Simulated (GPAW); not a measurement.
# BN: optical spectrum from first principles

Aim: the dielectric function of BN, and the optical constants that follow from it. The cell comes from an older database entry, whose edges can differ from later determinations, mostly by under a per cent.

Calculated with GPAW 26.7.0; DFT, PBE, plane-wave PAW (GPAW data sets), scalar-relativistic, RPA, optical limit.

The database entry behind the starting cell differs from later determinations by our own check (about 0.3 % short, minor phase), so it need not match the best structure at ambient conditions.

## Step 1: Set-up

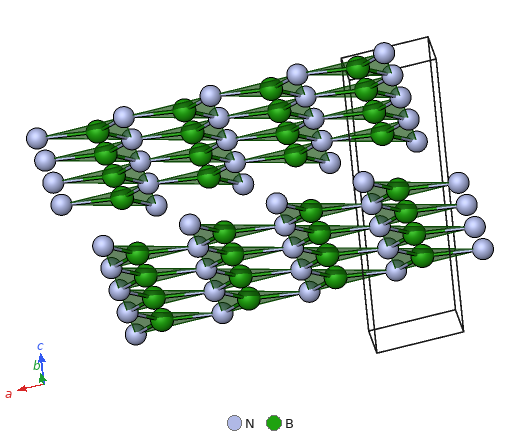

The cell as given, from a free direction (nitrogen light blue, boron green). 4×4×1 cells are drawn. Some periodic images of atoms are drawn too.

Structure file:

```cif
data_structure
_symmetry_space_group_name_H-M 'P 1'
_symmetry_Int_Tables_number 1
_cell_length_a 2.4982
_cell_length_b 2.4982
_cell_length_c 6.6357
_cell_angle_alpha 90.000
_cell_angle_beta 90.000
_cell_angle_gamma 120.000
_cell_volume 35.87
loop_
_atom_site_label
_atom_site_type_symbol
_atom_site_fract_x
_atom_site_fract_y
_atom_site_fract_z
_atom_site_occupancy
N1 N 0.66667 0.33333 0.25000 1
N2 N 0.33333 0.66667 0.75000 1
B3 B 0.66667 0.33333 0.75000 1
B4 B 0.33333 0.66667 0.25000 1
```

## Step 2: Dielectric function, RPA

Transitions between filled and empty bands, summed over the zone, give the optical response, so mesh, band count and broadening shape it.

The induced potential is part of this response.

Input file df.py:

```python
from gpaw.response.df import DielectricFunction

df = DielectricFunction('full.gpw', frequencies={'type': 'nonlinear', 'domega0': 0.03, 'omega2': 8},
                        ecut=50,
                        eta=0.15,
                        nbands=27,
                        txt='df.txt')
for direction in ['x', 'z']:
    df.get_dielectric_function(xc='RPA', direction=direction, filename=f'df_{direction}.csv')
```

Launch:

```console
OMP_NUM_THREADS=1 python df.py
```

Numbers of over 12 decimals in the logs are rounded to 6 here.

What it wrote:

```text
Using integrator: PointIntegrator
NonLinearFrequencyDescriptor(from 0.000 to 51.823 eV, 470 points)
Nonperiodic BCs:  [False False False]
Using integrator: PointIntegrator
NonLinearFrequencyDescriptor(from 0.000 to 51.823 eV, 470 points)
Nonperiodic BCs:  [False False False]

Calculating chi0 body with:
    Ground state adapter containing:
    Number of spins: 1
    Number of kpoints: 1125
    Number of irreducible kpoints: 119
    Number of completely occupied states: 8
    Number of partially occupied states: 8

    Linear response parametrization:
    q_c: [0.0, 0.0, 0.0]
    Number of frequency points: 470
    Planewave cutoff: 50.0
    Number of bands: 27
    Number of planewaves: 37
    Broadening (eta): 0.15

Integrating chi0 body.

Symmetries of q_c:
    Direct symmetries (Uq -> q): 12
    Indirect symmetries (TUq -> q): 0
In total 12 allowed symmetries.

119 groups of equivalent kpoints. 89.422222% reduction.

Integral kind: spectral function

Calculating chi0 optical extensions with:
    Ground state adapter containing:
    Number of spins: 1
    Number of kpoints: 1125
    Number of irreducible kpoints: 119
    Number of completely occupied states: 8
    Number of partially occupied states: 8

    Linear response parametrization:
    Number of frequency points: 470
    Planewave cutoff: 50.0
    Number of bands: 27
    Number of planewaves: 37
    Broadening (eta): 0.15
Integrating chi0 head and wings.

Symmetries of q_c:
    Direct symmetries (Uq -> q): 12
    Indirect symmetries (TUq -> q): 0
In total 12 allowed symmetries.

119 groups of equivalent kpoints. 89.422222% reduction.

Integral kind: spectral function wings
```

Wall time 5.7 s (1 thread of AMD EPYC 9R14 (Zen 4), shared host); peak memory 0.24 GiB.

Read-outs, printed or worked out from the files:

| Item | Value |
| --- | --- |
| electronic dielectric constant ε∞, mean over x, y and z (by symmetry where fewer were run) | 3.927 |
| main peak of Im epsilon, first axis | 5.878 eV |
| centre of weight of the strongest loss peak in the window | 8.030 eV |

Some rows of df_x.csv (energy; Re and Im without local fields; Re and Im with them):

```text
0.000000, 4.845605, -0.000000, 4.619448, -0.000000
0.429336, 4.859980, 0.010128, 4.632452, 0.009160
0.878195, 4.906830, 0.021474, 4.674810, 0.019405
1.347938, 4.994652, 0.035217, 4.754112, 0.031772
1.840057, 5.138129, 0.053417, 4.883390, 0.048061
2.356191, 5.363947, 0.080203, 5.086162, 0.071853
2.898142, 5.725552, 0.125394, 5.409093, 0.111574
3.467895, 6.349266, 0.219086, 5.961066, 0.192649
4.067647, 7.643713, 0.513745, 7.087211, 0.440798
4.699832, 10.415697, 4.093167, 9.530352, 3.326595
5.367152, 6.721650, 8.295489, 6.859581, 7.215359
6.072622, -1.897806, 8.009023, -1.196599, 8.130953
6.819608, -0.978092, 3.598308, -0.759528, 3.673314
7.611886, -0.275627, 2.215745, -0.214736, 2.259324
8.453705, 1.140282, 1.349951, 1.144789, 1.329902
9.349861, 1.705781, 0.724650, 1.659279, 0.707993
10.305790, 2.479713, 0.848584, 2.384736, 0.826683
11.327680, 3.391959, 0.874968, 3.206771, 0.816135
12.422601, 5.068511, 1.165705, 4.670852, 0.987888
13.598673, 4.668392, 6.994922, 5.100073, 6.168715
```

The Im ε has structure finer than the step of the table below, so its rows give means over 1 eV, whole bins alone (the curve runs from 0 to 14.0 eV). Peaks (eV: height): E ∥ x 5.9: 10.9; E ∥ z 4.9: 1.11, 10.3: 5.90.

Values under the direct gap are tails of Lorentzian lines. Table of Im ε by photon energy; means over each step:

| photon energy (eV) | E ∥ x | E ∥ z |
| --- | --- | --- |
| 1 | 0.0228 | 0.00522 |
| 2 | 0.0558 | 0.0123 |
| 3 | 0.128 | 0.0264 |
| 4 | 0.506 | 0.108 |
| 5 | 5.14 | 0.937 |
| 6 | 8.09 | 0.764 |
| 7 | 3.39 | 0.481 |
| 8 | 1.54 | 0.379 |
| 9 | 0.993 | 0.827 |
| 10 | 0.733 | 4.03 |
| 11 | 0.737 | 2.67 |
| 12 | 0.909 | 1.71 |
| 13 | 3.35 | 1.15 |

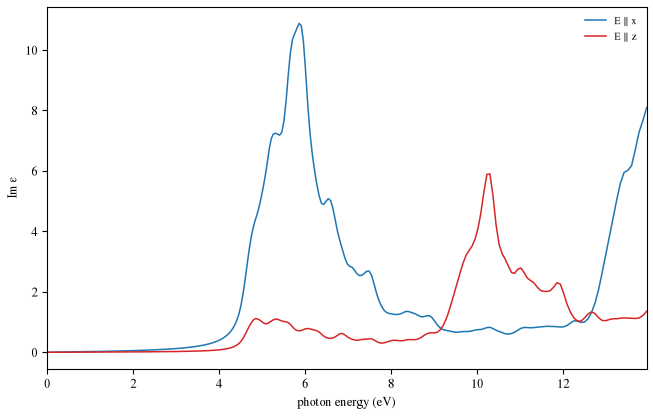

Im ε, plotted against photon energy.

Table of Re ε by photon energy:

| photon energy (eV) | E ∥ x | E ∥ z |
| --- | --- | --- |
| 0 | 4.62 | 2.54 |
| 1 | 4.69 | 2.56 |
| 2 | 4.94 | 2.61 |
| 3 | 5.49 | 2.73 |
| 4 | 6.91 | 3.02 |
| 5 | 8.89 | 2.89 |
| 6 | -0.415 | 2.52 |
| 7 | -0.312 | 2.49 |
| 8 | 0.689 | 3.04 |
| 9 | 1.23 | 3.96 |
| 10 | 2.28 | 4.34 |
| 11 | 3.03 | 0.955 |
| 12 | 3.93 | 0.274 |
| 13 | 6.74 | 1.18 |

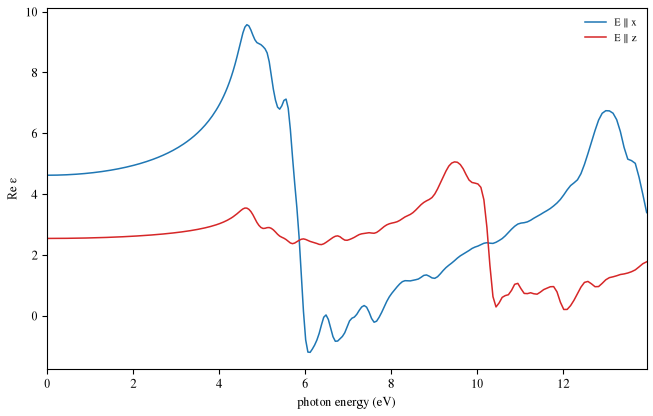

Re ε, plotted against photon energy.

The loss function −Im 1/ε at q → 0 has structure finer than the step of the table below, so its rows give means over 1 eV, whole bins alone (the curve runs from 0 to 14.0 eV). Peaks (eV: height): E ∥ x 7.8: 0.693; E ∥ z 5.6: 0.141, 12.3: 0.735.

Values under the direct gap are tails of Lorentzian lines. The loss function −Im 1/ε at q → 0 by energy loss; means over each step:

| energy loss (eV) | E ∥ x | E ∥ z |
| --- | --- | --- |
| 1 | 0.00103 | 7.9e-4 |
| 2 | 0.00226 | 0.00179 |
| 3 | 0.00412 | 0.00350 |
| 4 | 0.00910 | 0.0108 |
| 5 | 0.0494 | 0.0957 |
| 6 | 0.122 | 0.117 |
| 7 | 0.309 | 0.0698 |
| 8 | 0.521 | 0.0415 |
| 9 | 0.335 | 0.0428 |
| 10 | 0.135 | 0.128 |
| 11 | 0.0798 | 0.349 |
| 12 | 0.0556 | 0.514 |
| 13 | 0.0598 | 0.425 |

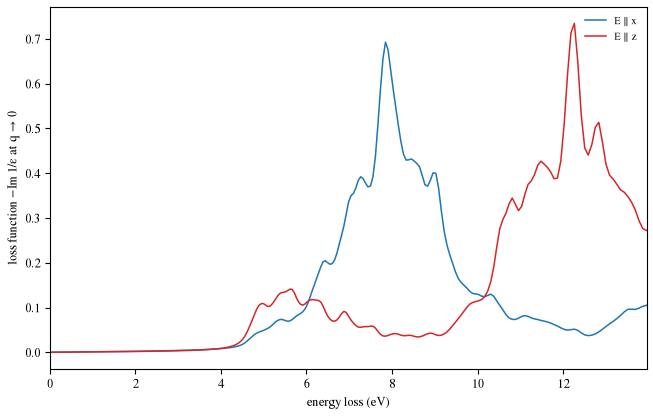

Loss function −Im 1/ε at q → 0, plotted against energy loss.

The Im ε, E ∥ x has structure finer than the step of the table below, so its rows give means over 1 eV, whole bins alone (the curve runs from 0 to 14.0 eV). Peaks (eV: height): without local fields 5.8: 11.5; with local fields 5.9: 10.9.

Values under the direct gap are tails of Lorentzian lines. Im ε, E ∥ x against photon energy; means over each step:

```csv
photon energy (eV),without local fields,with local fields
1,0.0252,0.0228
2,0.0621,0.0558
3,0.144,0.128
4,0.596,0.506
5,6.10,5.14
6,8.47,8.09
7,3.35,3.39
8,1.54,1.54
9,1.01,0.993
10,0.753,0.733
11,0.782,0.737
12,1.04,0.909
13,4.10,3.35
```

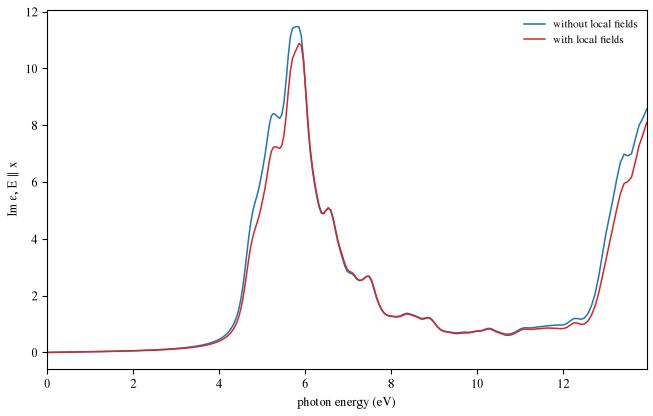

Im ε, E ∥ x against photon energy.

Refractive index n and extinction k against photon energy:

```
photon energy (eV)  n, E ∥ x  k, E ∥ x  n, E ∥ z  k, E ∥ z
                 0      2.15         0      1.59         0
                 2      2.22    0.0123      1.62   0.00372
                 4      2.63    0.0745      1.74    0.0229
                 6      2.15      2.25      1.60     0.239
                 8      1.03     0.617      1.75     0.109
                10      1.53     0.243      2.26     0.874
                12      1.99     0.211      1.08     0.942
```

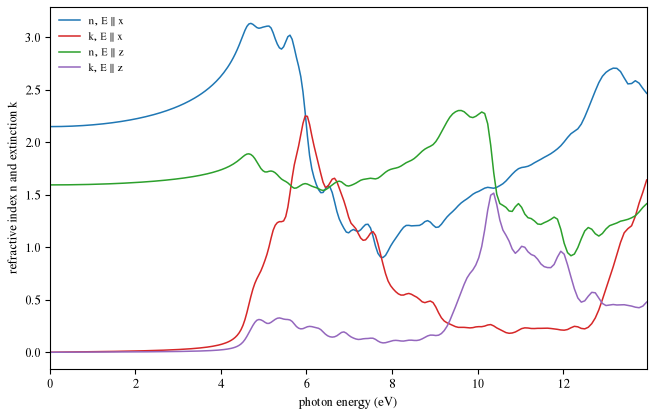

Refractive index n and extinction k, plotted against photon energy.

At chosen wavelengths:

```csv
wavelength (nm),n x,k x,R (%) x,1/α x,n z,k z,R (%) z,1/α z
1550,2.16,0.004,13.5,30 µm,1.60,0.001,5.3,97 µm
1064,2.17,0.006,13.7,14 µm,1.60,0.002,5.3,44 µm
633,2.22,0.012,14.3,4.2 µm,1.62,0.004,5.5,14 µm
532,2.25,0.016,14.8,2.7 µm,1.63,0.005,5.7,9.0 µm
308,2.64,0.077,20.4,317 nm,1.74,0.024,7.3,1.0 µm
248,3.10,0.842,29.2,23 nm,1.73,0.294,8.1,67 nm
193,1.54,1.586,31.3,9.7 nm,1.55,0.180,5.1,85 nm
```

Below the direct gap, k and the depth come from the tails of the Lorentzian lines, not from transitions.

Rows near the edge hang on the gap, which this functional as a rule makes too small, and phonon-assisted absorption is left out.

At 1064 nm the birefringence n(z) − n(x) is -0.571: the crystal is uniaxial negative at this level.

## Step 3: Results

```
electronic dielectric constant ε∞, mean over x, y and z (by symmetry where fewer were run) (RPA) : 3.93
main peak of Im epsilon, first axis                                                              : 5.88 eV
centre of weight of the strongest loss peak in the window, first axis                            : 8.03 eV
```

What this shows: At this level (PBE, RPA) BN has a mean ε∞ = 3.93 and n = 2.16 at 1550 nm (E ∥ x), and Im ε peaks at 5.9 eV (E ∥ x). Local fields change the static value along x from 4.85 to 4.62 (-5 %). The static values by axis are 4.62 (x), 2.54 (z). At 1064 nm the birefringence n(z) − n(x) is -0.571: the crystal is uniaxial negative at this level. Excitons and phonon-assisted transitions are missing; PBE gaps are as a rule too small, which pulls the onset down and ε∞ up. The sum runs over mesh points, so small or evenly spaced maxima can still be ripples of the mesh.

[Machine, clock and banner lines and Python warnings are left out of the logs.]

[Logs are printed without paths, hosts, clocks, repeated set-up lines and the standing remarks that a program may print on its own settings, such as how far it seeks lower states.]

[Hosts, paths, dates, database ids (printed as entryN), source tags and the programs' standing remarks are cut or masked in the printed files.]
